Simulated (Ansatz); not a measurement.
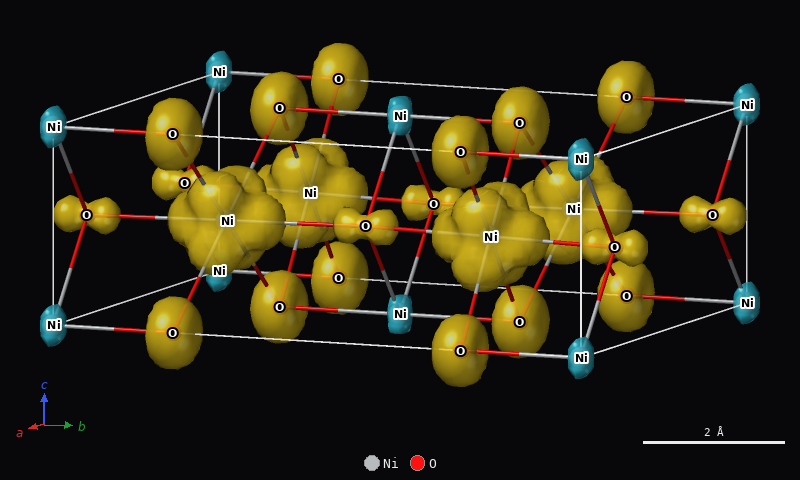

Figure. Ni3O4. Isosurfaces of the spin density (up minus down) at +0.15 (yellow) and −0.15 e/Å³ (cyan), seen slightly off an axis. Sticks mark near contacts.

Space group Cmmm; a structure from a database of computed crystals, not necessarily the ambient phase; the SCF solution may not be the lowest one; the program warned that another magnetic order may lie lower; spin-polarised.

These are results of DFT r2SCAN, scalar-relativistic, plane waves, PAW (Ansatz 0.2.0), not measurements.

Core electrons are frozen (PAW), and the valence fields are smoothed inside the atomic spheres.

> Describe the spin distribution.

The spin density sits on Ni: +1.7 μB (×4) in one cell of 14 atoms, with smaller moments on other sites: Ni (up to −0.06 μB) and O (up to +0.20 μB): parallel main moments (a ferromagnetic arrangement) in this solution. The cell of the calculation (7 atoms) carries 4.0 μB of net spin moment.
